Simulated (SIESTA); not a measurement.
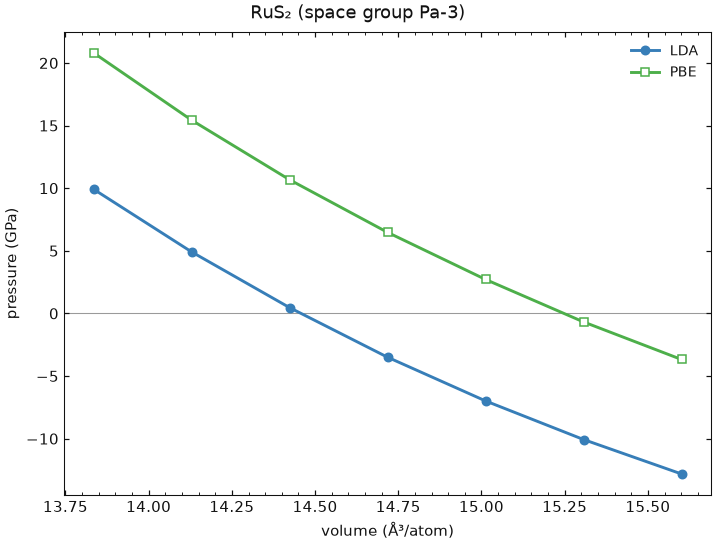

Calculation (SIESTA 5.4.2): DFT in numerical atomic orbitals with pseudopotentials, no spin polarisation; energies at scaled volumes of the given cell, shape and fractions fixed, counted from the fit's minimum, third-order Birch-Murnaghan fit. All runs: no spin polarisation.

occupations Fermi–Dirac; smearing width 0.05 eV; potentials PseudoDojo 0.4 standard, converted to PSML, two zetas on semicore shells.

Pressure against volume, with one curve for each functional, for RuS₂ (space group Pa-3).

Settings that differ: LDA: k mesh 4×4×4; PBE: k mesh 5×5×5.

The fitted equilibrium volumes, smallest first, are LDA 14.456, PBE 15.244 Å³/atom. The fitted bulk moduli, smallest first, are PBE 168.5, LDA 202.9 GPa. For LDA, the pressure falls from 9.91 GPa at volume 13.83 Å³/atom to −12.82 GPa at 15.60 Å³/atom, and changes sign near 14.46 Å³/atom. For PBE, the pressure falls from 20.80 GPa at volume 13.83 Å³/atom to −3.68 GPa at 15.60 Å³/atom, and changes sign near 15.25 Å³/atom.

Caveats: mulliken charges of long orbitals; shape and atomic fractions are frozen while scaling, which makes layered, chain and framework solids too stiff.
